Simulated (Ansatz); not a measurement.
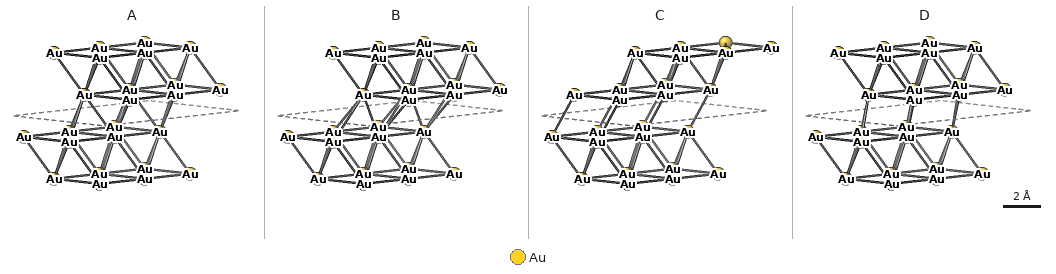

Frames of a one-coordinate scan of a crystal of Au (Fm-3m). The picture is a ball-and-stick view of the layers on both sides of the dashed plane, seen from the side, nearly along that plane.

All numbers below come from DFT PBEsol, scalar-relativistic, plane waves, PAW in Ansatz. (plane-wave cutoff 420 eV; k-point mesh 18 × 18 × 4; occupations gaussian; smearing width 0.15 eV; no spin polarisation). Energies (free energies at the smearing named) are counted from the cell as listed in its source, which wasn't relaxed.

**Which coordinate changes from frame to frame?**

The crystal above a cut along the (1 1 1) plane of the conventional cell (between a plane of Au below and one of Au above, 2.36 Å apart) is slid rigidly by fractions of an in-plane lattice vector 5.01 Å long (a generalised stacking fault). In the frames the slip is 0.00 (A), 0.167 (B), 0.583 (C), 0.917 (D). One cut stands in each cell, which starts 14.2 Å high; nothing is relaxed, and the dashed outline marks the cut. Their energies are 0 mJ/m², 620 mJ/m², 162 mJ/m², 58 mJ/m².
